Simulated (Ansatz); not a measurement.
**A failed many-body run on NaCl (Halite)**

Aim: the G0W0 gap of NaCl (Halite). The first input has a fault.

Main program and level: Ansatz 0.2.0; G0W0 on PBE, plane waves, PAW.

**1. The starting structure**

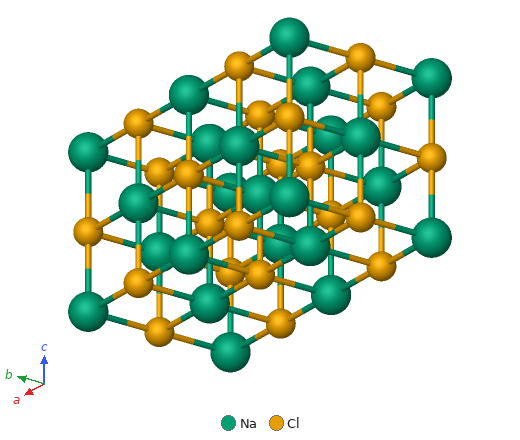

Start, viewed from a free direction; sodium teal, chlorine orange. 2×1×1 cells are drawn. This picture shows the conventional cell, with its axes. Some periodic images of atoms are drawn too.

As a file:

```cif
data_structure
_symmetry_space_group_name_H-M 'Fm-3m'
_symmetry_Int_Tables_number 225
_cell_length_a 5.6401
_cell_length_b 5.6401
_cell_length_c 5.6401
_cell_angle_alpha 90.000
_cell_angle_beta 90.000
_cell_angle_gamma 90.000
_cell_volume 179.42
loop_
_atom_site_label
_atom_site_type_symbol
_atom_site_symmetry_multiplicity
_atom_site_Wyckoff_symbol
_atom_site_fract_x
_atom_site_fract_y
_atom_site_fract_z
_atom_site_occupancy
Na1 Na 4 a 0.00000 0.00000 0.00000 1
Cl1 Cl 4 b 0.50000 0.00000 0.00000 1
```

The cell and positions come from the Crystallography Open Database and are kept as given unless a step says otherwise. The default PAW set here is soft_2. Its files were made with PBE.

**2. First try**

input.yaml

```yaml
crystal:
  lattice:
    - [0.0, 2.82005, 2.82005]
    - [2.82005, 0.0, 2.82005]
    - [2.82005, 2.82005, 0.0]
  atoms:
    - { symbol: Na, position: [0.0, 0.0, 0.0] }
    - { symbol: Cl, position: [0.5, 0.5, 0.5] }
kpoints:
  mp_grid: { grid: [4, 4, 4] }
hamiltonian:
  xc: pbe
scf:
  occupations: { method: fixed }
gw:
  n_empty_bands: 47
  ecut_chi: 60
  qp_bands: [v2, c2]
  qp_kpoints: band_edges
  screening: { model: contour_deformation }
  plasmon_pole_fit_frequency: 20
```

The run is started by

```console
$ ansatz run input.yaml --threads 3 --pin off --max-ram 92160MiB --backend cpu --events-out ev --progress --plain --runs-dir out
```

Numbers of over 12 decimals in the logs are rounded to 6 here.

The program printed:

```text
Error: inconsistent input (gw.plasmon_pole_fit_frequency, gw.screening.model): the fit frequency is the Godby–Needs plasmon-pole model's, and contour deformation fits no pole — remove gw.plasmon_pole_fit_frequency, or set gw.screening.model: godby_needs
```

Wall time 0.06 s (3 threads of AMD EPYC 7R13 (Zen 3), shared host); peak memory 0.038 GiB.

**What went wrong?**

The program refused the input before any cycle.

The program's message: “Error: inconsistent input (gw.plasmon_pole_fit_frequency, gw.screening.model): the fit frequency is the Godby–Needs plasmon-pole model's, and contour deformation fits no pole — remove gw.plasmon_pole_ …”

The fault: fit frequency beside contour deformation. Contour deformation fits no pole, so the key has no meaning there.

**3. A better input**

Now the one-shot GW correction: screening in the RPA, then the self-energy of the levels asked for.

input.yaml, the sections that differ from step 2:

```yaml
kpoints:
  mp_grid: { grid: [6, 6, 6] }
gw:
  n_empty_bands: 187
  ecut_chi: 150
  qp_bands: [v2, c2]
  qp_kpoints: band_edges
  screening: { model: contour_deformation }
# crystal, hamiltonian, scf: as in step 2
```

The run is started by

```console
$ ansatz run input.yaml --threads 3 --pin off --max-ram 92160MiB --backend cuda --events-out ev --progress --plain --runs-dir out --devices 1 --max-vram 13GiB
```

The program printed:

```text
GPUs: using 1 of 1 available (devices: 1).
[...]
device memory: the entry about to start is reckoned to put 0.4 GiB on a device that reports 55.1 GiB free (of which the cap on the GPU budget leaves the run 13.0 GiB)
GPU FFT provider: cuFFT
GPU libraries: cuBLAS 13.8.2, cuFFT 12.4.0, cuSOLVER 12.3.4
Crystal: 2 atoms, lattice volume = 44.854 Å³
Basis set: ecut = 420 eV, 893 PW (Γ)
Bands: 12, of which v1, the nominal top of the filled ones, is band 8 counted from 1 (7 counted from 0)
Symmetry: 48 space group operations
[...]
k-points: 16 of 216
[...]
GPU buffer pool allocated for 19683 grid points (all kernels)
GPU transforms: local potential and band sums: pruned to the plane-wave sphere, on 25×27×27
[...]
SCF iter   1: F=—  HF=-2569.552052 eV  |F-HF|=—  |Δ(HF+E_count)|=         —  Δρ=9.47e-4  dr2=5.57e-4  ethr=1.77e-3  ⟨swp⟩=4.9  Hψ=979  notcnv=0  defer=24
[...]
0     7      1.1046   -21.1212     2.3583   -16.7875  0.7984    -0.9163    -0.8708  root
     0     8      1.1046   -21.1212     2.3583   -16.7875  0.7984    -0.9163    -0.8708  root
     0     9      6.2117    -5.2537    -3.1694    -9.2169  0.8595     7.0099     7.0055  root
     0    10     12.1378    -3.6858    -3.5941    -8.4594  0.8451    13.3316    13.3173  root
     1     7      1.0358   -21.0260     2.3753   -16.6622  0.7980    -0.9995    -0.9527  root
     1     8      1.0358   -21.0260     2.3753   -16.6622  0.7980    -0.9995    -0.9527  root
     1     9      7.0239    -5.8650    -3.2187    -9.9359  0.8537     7.8815     7.8761  root
     1    10     11.3796    -3.7310    -3.5159    -8.2883  0.8452    12.4320    12.4210  root
[...]
13     7      0.3627   -20.2042     2.5258   -15.5885  0.7957    -1.7853    -1.7273  root
    13     8      0.6826   -20.5805     2.4548   -16.0803  0.7966    -1.4155    -1.3628  root
    13     9      9.4595    -5.8757    -3.5020   -10.4636  0.8437    10.5564    10.5455  root
    13    10     10.2616    -4.0074    -3.3662    -8.3231  0.8482    11.2193    11.2110  root
[key lines of the parts left out:]
SCF converged after 8 iterations
Free energy (F): -2569.551913 eV
Fermi energy:    1.104588 eV
```

The job ended after 14 s (1 × NVIDIA H100 80GB HBM3 (shared by 6 runs) with 3 threads; peak memory 1.2 GiB).

The column dr2 measures how far the density is from self-consistency, as an energy; F and HF (Harris–Foulkes) agree once it is small.

This step gave:

```yaml
bands_summed: 195
rpa_eps_infinity_on_this_mesh_eigenvalues: 2.338, 2.338, 2.338
plane_waves_in_the_screening_matrix: 169
q_points_in_the_mesh: 216
g0w0_gap_on_the_mesh: 7.876 eV
k_of_the_valence_top: 0, 0, 0
k_of_the_conduction_bottom: 0, 0, 0
starting_gap_on_the_mesh: 5.107 eV
z_at_the_valence_top: 0.7984
z_at_the_conduction_bottom: 0.8595
least_direct_g0w0_gap_on_the_computed_points: 7.876 eV
```

The gap on the mesh goes from 5.11 eV to 7.88 eV, a correction of +2.77 eV. Between the two edge states, bare exchange in place of the xc potential would open the gap by 8.30 eV, and correlation takes back 5.53 eV.

**4. What came out**

```
first try  : refused after 0.06 s
better run : G0W0 gap on the mesh 7.88 eV (6×6×6 mesh, 187 empty bands, screening to 150 eV)
```

In words: The second run differs in: mesh, empty bands, screening cutoff (eV) and plasmon pole fit frequency. Bands and cutoff are finite, so the gap is not at the basis limit. The miss can reach some tenths of an eV and take either sign; the mesh is an error of its own.

[Paths, hosts, dates, memory and timing lines, banners, echoed tables and standing remarks are left out of the program output.]

[Logs are printed without paths, hosts, clocks, repeated set-up lines and the standing remarks that a program may print on its own settings, such as how far it seeks lower states.]

[Runs of the session that timed out or met a known fault of the program may be left out.]

[Cells called generated may have been cut or substituted from an entry of the Crystallography Open Database or the Materials Project.]

[Hosts, paths, dates, database ids (printed as entryN), source tags and the programs' standing remarks are cut or masked in the printed files.]
